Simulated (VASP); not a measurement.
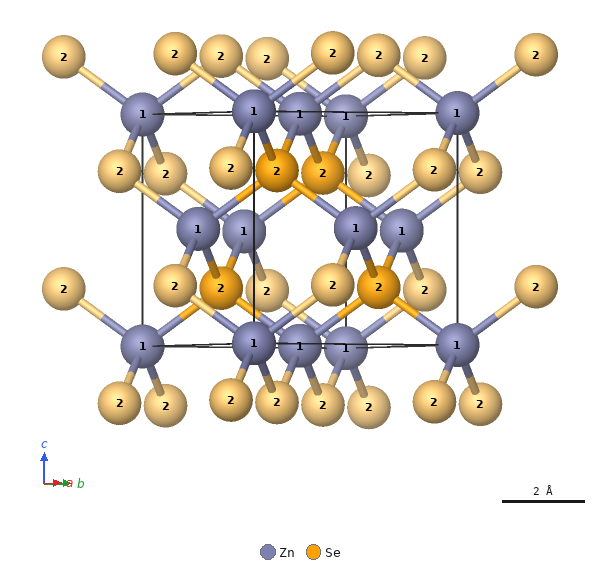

*The starting structure (ball-and-stick view of the cell 4 times as large as that of the calculation, set on its symmetry axes, seen at an oblique angle; neighbours outside the cell are drawn fainter; atoms are numbered from 1 in the order of the input).*

Near neighbours in the crystal (not all of them lie inside the picture): Zn has 4 Se at 2.45 Å; Se has 4 Zn at 2.45 Å.

ZnSe: geometry relaxation (part 1 of 2)

System: ZnSe (F-43m, 2 atoms in the cell).
Method: Kohn-Sham DFT of a periodic cell, PBE, VASP PAW PBE potentials, recommended, no spin polarisation (VASP 6.6.1).

The structure derives from an entry of the Crystallography Open Database.

## OSZICAR
```
N       E                     dE             d eps       ncg     rms          rms(c)
DAV:   1     0.858752023782E+02    0.85875E+02   -0.91254E+03   762   0.159E+03
DAV:   2    -0.794657497924E+00   -0.86670E+02   -0.82243E+02   839   0.271E+02
DAV:   3    -0.625712545666E+01   -0.54625E+01   -0.54427E+01   924   0.685E+01
DAV:   4    -0.630804120328E+01   -0.50916E-01   -0.50908E-01   839   0.721E+00
DAV:   5    -0.630833261999E+01   -0.29142E-03   -0.29141E-03   919   0.513E-01    0.475E+00
DAV:   6    -0.603726866391E+01    0.27106E+00   -0.69335E-01  1069   0.293E+01    0.364E+00
DAV:   7    -0.601975710110E+01    0.17512E-01   -0.19461E-01   814   0.444E+00    0.153E+00
DAV:   8    -0.601976864386E+01   -0.11543E-04   -0.43170E-03   925   0.674E-01    0.470E-01
DAV:   9    -0.602001648200E+01   -0.24784E-03   -0.11148E-03   844   0.300E-01    0.690E-02
DAV:  10    -0.602010333968E+01   -0.86858E-04   -0.14291E-04   867   0.119E-01    0.173E-02
DAV:  11    -0.602011643344E+01   -0.13094E-04   -0.30930E-05   857   0.589E-02    0.557E-03
DAV:  12    -0.602011773181E+01   -0.12984E-05   -0.41076E-06   899   0.194E-02    0.411E-03
DAV:  13    -0.602011771494E+01    0.16867E-07   -0.63578E-07   577   0.865E-03
   1 F= -.60201177E+01 E0= -.60201177E+01  d E =-.602012E+01
       N       E                     dE             d eps       ncg     rms          rms(c)
DAV:   1    -0.644937869551E+01   -0.42926E+00   -0.58664E+00   899   0.537E+01    0.455E+00
DAV:   2    -0.609066852512E+01    0.35871E+00   -0.11291E+00   894   0.254E+01    0.174E+00
DAV:   3    -0.604295382358E+01    0.47715E-01   -0.52513E-02   854   0.255E+00    0.834E-01
DAV:   4    -0.603278109751E+01    0.10173E-01   -0.75392E-03   799   0.833E-01    0.278E-01
DAV:   5    -0.603162270389E+01    0.11584E-02   -0.10832E-03  1019   0.933E-01    0.364E-02
DAV:   6    -0.603162330412E+01   -0.60023E-06   -0.46469E-04   889   0.509E-01    0.273E-02
DAV:   7    -0.603163008995E+01   -0.67858E-05   -0.66440E-05   894   0.144E-01    0.876E-03
DAV:   8    -0.603162980281E+01    0.28714E-06   -0.80499E-06   789   0.342E-02
   2 F= -.60316298E+01 E0= -.60316298E+01  d E =-.115121E-01
       N       E                     dE             d eps       ncg     rms          rms(c)
DAV:   1    -0.605285077526E+01   -0.21221E-01   -0.27057E-01   904   0.107E+01    0.101E+00
DAV:   2    -0.603519044816E+01    0.17660E-01   -0.67016E-02   894   0.744E+00    0.364E-01
DAV:   3    -0.603308346811E+01    0.21070E-02   -0.23249E-03   799   0.501E-01    0.174E-01
DAV:   4    -0.603257448149E+01    0.50899E-03   -0.35329E-04   859   0.231E-01    0.701E-02
DAV:   5    -0.603250908311E+01    0.65398E-04   -0.86977E-05  1123   0.176E-01    0.569E-03
DAV:   6    -0.603250966413E+01   -0.58102E-06   -0.21866E-05   819   0.746E-02    0.624E-03
DAV:   7    -0.603250934550E+01    0.31863E-06   -0.28591E-06   743   0.304E-02
   3 F= -.60325093E+01 E0= -.60325093E+01  d E =-.123916E-01
       N       E                     dE             d eps       ncg     rms          rms(c)
DAV:   1    -0.603302314722E+01   -0.51348E-03   -0.70308E-03   904   0.176E+00    0.164E-01
DAV:   2    -0.603256177298E+01    0.46137E-03   -0.16788E-03   894   0.111E+00    0.596E-02
DAV:   3    -0.603250415499E+01    0.57618E-04   -0.59233E-05   794   0.670E-02    0.284E-02
DAV:   4    -0.603249002850E+01    0.14126E-04   -0.81056E-06   834   0.326E-02    0.111E-02
DAV:   5    -0.603248809061E+01    0.19379E-05   -0.14776E-06   452   0.273E-02    0.104E-03
DAV:   6    -0.603248818333E+01   -0.92717E-07   -0.10887E-06   385   0.171E-02
   4 F= -.60324882E+01 E0= -.60324882E+01  d E =-.123705E-01
```

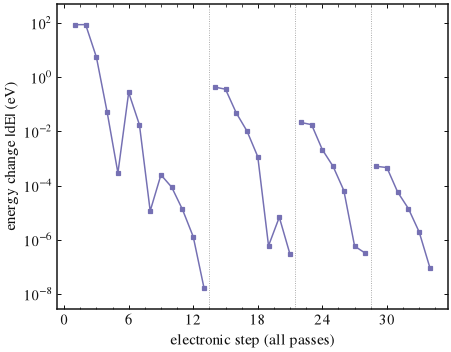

*Convergence of the self-consistent field: energy change |dE| against the electronic step. Each stretch between dotted lines is the SCF of one geometry step of a relaxation.*

The 4 ionic steps take 6 to 13 electronic steps each. The density is held fixed in the first few steps, and dE rises again when its update begins.

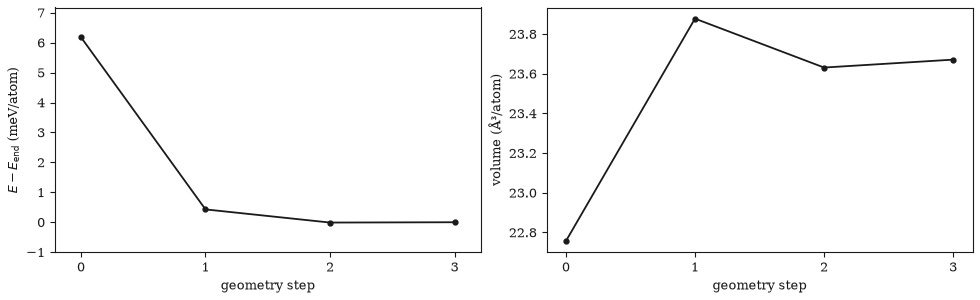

*Progress of the relaxation, step by step (steps are counted from 0).*

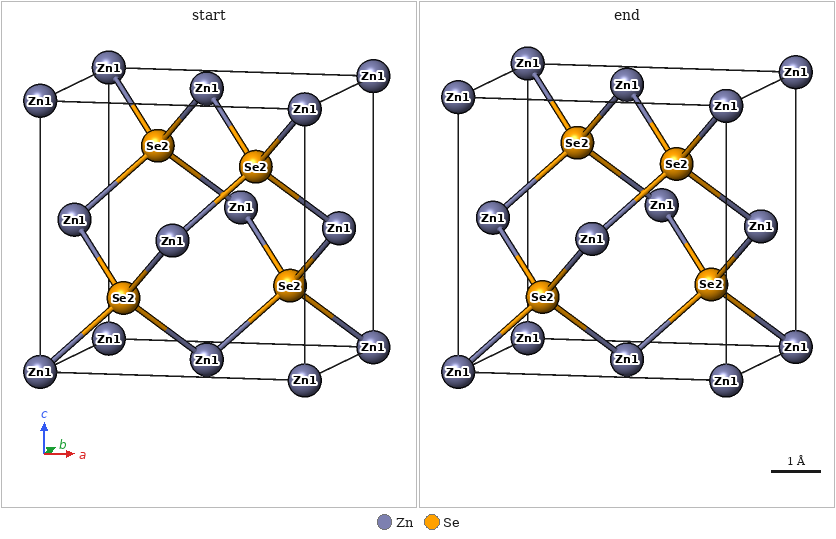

*Before (left) and after (right) the relaxation, at one scale (ball-and-stick view of the cell 4 times as large as that of the calculation, set on its symmetry axes, seen slightly off an axis).*

The atoms keep their places relative to the cell (all moves are under 0.005 Å). Cell: a = b = c 5.668 → 5.743 Å (+1.3 %). Volume +4.0 %. Among the contacts that change: Zn1–Se2 2.454 → 2.487 Å. The space group stays F-43m (No. 216). After 3 geometry steps the energy has fallen by 6.2 meV per atom. All forces vanish by symmetry, so only the cell relaxes. (Atoms are counted from 1 in the order of the input.)

## Parts of OUTCAR
```
SYSTEM = ZnSe
   EDIFF = 1E-6
   EDIFFG = -0.01
   ENCUT = 520
   GGA = PE
   IBRION = 2
   ISIF = 3
   ISMEAR = 0
   LASPH = .TRUE.
   LREAL = .FALSE.
   NELM = 120
   NSW = 90
   PREC = Accurate

 ion  position               nearest neighbor table
   1  0.000  0.000  0.000-   2 2.45   2 2.45   2 2.45   2 2.45
   2  0.750  0.750  0.750-   1 2.45   1 2.45   1 2.45   1 2.45

  LATTYP: Found a face centered cubic cell.
 ALAT       =     5.6676000000

  Lattice vectors:

 A1 = (   0.0000000000,   2.8338000000,   2.8338000000)
 A2 = (   2.8338000000,   0.0000000000,   2.8338000000)
 A3 = (   2.8338000000,   2.8338000000,   0.0000000000)

Analysis of symmetry for initial positions (statically):
=====================================================================
 Subroutine PRICEL returns:
 Original cell was already a primitive cell.

 Routine SETGRP: Setting up the symmetry group for a
 face centered cubic supercell.

 Subroutine GETGRP returns: Found 24 space group operations
 (whereof 24 operations were pure point group operations)
 out of a pool of 48 trial point group operations.

The static configuration has the point symmetry T_d .

Analysis of symmetry for dynamics (positions and initial velocities):
=====================================================================
 Subroutine PRICEL returns:
 Original cell was already a primitive cell.

 Routine SETGRP: Setting up the symmetry group for a
 face centered cubic supercell.

 Subroutine GETGRP returns: Found 24 space group operations
 (whereof 24 operations were pure point group operations)
 out of a pool of 48 trial point group operations.

The dynamic configuration has the point symmetry T_d .

 Subroutine INISYM returns: Found 24 space group operations
 (whereof 24 operations are pure point group operations),
 and found     1 'primitive' translations

----------------------------------------------------------------------------------------

                                     Primitive cell

  volume of cell :      45.5132

  direct lattice vectors                    reciprocal lattice vectors
     0.000000000  2.833800000  2.833800000    -0.176441527  0.176441527  0.176441527
     2.833800000  0.000000000  2.833800000     0.176441527 -0.176441527  0.176441527
     2.833800000  2.833800000  0.000000000     0.176441527  0.176441527 -0.176441527

  length of vectors
     4.007598393  4.007598393  4.007598393     0.305605690  0.305605690  0.305605690

  position of ions in fractional coordinates (direct lattice)
     0.000000000  0.000000000  0.000000000
     0.750000000  0.750000000  0.750000000

  ion indices of the primitive-cell ions
   primitive index   ion index
                 1           1
                 2           2

----------------------------------------------------------------------------------------

 KPOINTS: k-points

Automatic generation of k-mesh.
 Grid dimensions read from file:
 generate k-points for:    8    8    8

 Generating k-lattice:

  Cartesian coordinates                     Fractional coordinates (reciprocal lattice)
    -0.022055191  0.022055191  0.022055191     0.125000000  0.000000000  0.000000000
     0.022055191 -0.022055191  0.022055191     0.000000000  0.125000000  0.000000000
     0.022055191  0.022055191 -0.022055191     0.000000000  0.000000000  0.125000000

  Length of vectors
     0.038200711  0.038200711  0.038200711

  Shift w.r.t. Gamma in fractional coordinates (k-lattice)
     0.000000000  0.000000000  0.000000000

 Subroutine IBZKPT returns following result:
 ===========================================

 Found     29 irreducible k-points:

 Following reciprocal coordinates:
            Coordinates               Weight
  0.000000  0.000000  0.000000      1.000000
  0.125000  0.000000  0.000000      8.000000
  0.250000  0.000000  0.000000      8.000000
  0.375000  0.000000  0.000000      8.000000
  0.500000  0.000000  0.000000      4.000000
  0.125000  0.125000  0.000000      6.000000
  0.250000  0.125000  0.000000     24.000000
  0.375000  0.125000  0.000000     24.000000
  0.500000  0.125000  0.000000     24.000000
 -0.375000  0.125000  0.000000     24.000000
 -0.250000  0.125000  0.000000     24.000000
 -0.125000  0.125000  0.000000     12.000000
  0.250000  0.250000  0.000000      6.000000
  0.375000  0.250000  0.000000     24.000000
  0.500000  0.250000  0.000000     24.000000
 -0.375000  0.250000  0.000000     24.000000
 -0.250000  0.250000  0.000000     12.000000
  0.375000  0.375000  0.000000      6.000000
  0.500000  0.375000  0.000000     24.000000
 -0.375000  0.375000  0.000000     12.000000
  0.500000  0.500000  0.000000      3.000000
  0.375000  0.250000  0.125000     24.000000
  0.500000  0.250000  0.125000     48.000000
 -0.375000  0.250000  0.125000     24.000000
 [... further k-points ...]
   k-points           NKPTS =     29   k-points in BZ     NKDIM =     29   number of bands    NBANDS=     13
   number of dos      NEDOS =    301   number of ions     NIONS =      2
   total plane-waves  NPLWV =  27000
   dimension x,y,z NGX =    30 NGY =   30 NGZ =   30
   dimension x,y,z NGXF=    60 NGYF=   60 NGZF=   60
   ions per type =               1   1
   NGX,Y,Z   is equivalent  to a cutoff of  12.44, 12.44, 12.44 a.u.
   NGXF,Y,Z  is equivalent  to a cutoff of  24.89, 24.89, 24.89 a.u.
 SYSTEM =  ZnSe
   PREC   = accura    normal or accurate (medium, high low for compatibility)
   ISTART =      0    job   : 0-new  1-cont  2-samecut
   ICHARG =      2    charge: 1-file 2-atom 10-const
   ISPIN  =      1    spin polarized calculation?
   LNONCOLLINEAR =      F non collinear calculations
   LSORBIT =      F    spin-orbit coupling
   LASPH  =      T    aspherical Exc in radial PAW
   ENCUT  =  520.0 eV  38.22 Ry    6.18 a.u.   7.45  7.45  7.45*2*pi/ulx,y,z
   NELM   =    120;   NELMIN=  2; NELMDL= -5     # of ELM steps
   EDIFF  = 0.1E-05   stopping-criterion for ELM
   LREAL  =      F    real-space projection
   EDIFFG = -.1E-01   stopping-criterion for IOM
   NSW    =     90    number of steps for IOM
   IBRION =      2    ionic relax: 0-MD 1-quasi-New 2-CG
   NFREE  =      1    steps in history (QN), initial steepest desc. (CG)
   ISIF   =      3    stress and relaxation
   ISYM   =      2    0-nonsym 1-usesym 2-fastsym
   POTIM  = 0.5000    time-step for ionic-motion
   TEBEG  =    0.0;   TEEND  =   0.0 temperature during run
   PSTRESS=    0.0 pullay stress
   NELECT =      18.0000    total number of electrons
   NUPDOWN=      -1.0000    fix difference up-down
   EMIN   =  10.00;   EMAX   =-10.00  energy-range for DOS
   EFERMI =   0.00;   METHOD = LEGACY
   ISMEAR =     0;   SIGMA  =   0.10  broadening in eV -4-tet -1-fermi 0-gaus
   EFERMI_NEDOS =   21; number of points for ismear=-14 and -15
   IALGO  =     38    algorithm
   IMIX   =      4    mixing-type and parameters
     AMIX     =   0.40;   BMIX     =  1.00
     AMIX_MAG =   1.60;   BMIX_MAG =  1.00
  volume/ion in A,a.u.               =      22.76       153.57
  Fermi-wavevector in a.u.,A,eV,Ry     =   1.201673  2.270834 19.647073  1.444019
  Thomas-Fermi vector in A             =   2.337476
   LORBIT       =      0    0 simple, 1 ext, 2 COOP (PROOUT), +10 PAW based schemes
   GGA     = PE    functional components
   LHFCALC =     F    Hartree Fock is set to
   AEXX    =    0.0000 exact exchange contribution
   IVDW    =     0    specifies the selected vdW correction
   LEPSILON=     F    determine dielectric tensor
   LRPA    =     F    only Hartree local field effects (RPA)
 conjugate gradient relaxation of ions
 non-spin polarized calculation
 Gauss-broadening in eV      SIGMA  =   0.10
  energy-cutoff  :      520.00
  volume of cell :       45.51
 maximum number of plane-waves:      1243
 NGX is ok and might be reduce to    30
   NGX = 15   NGY = 15   NGZ = 15

--------------------------------------- Ionic step        1  -------------------------------------------

 number of electron      18.0000012 magnetization

 Free energy of the ion-electron system (eV)
  ---------------------------------------------------
  ext. energy  EPLUGINS =         0.00000000
  ---------------------------------------------------
  free energy    TOTEN  =        -6.02011771 eV

  energy without entropy =       -6.02011771  energy(sigma->0) =       -6.02011771

------------------------ aborting loop because EDIFF is reached ----------------------------------------
```
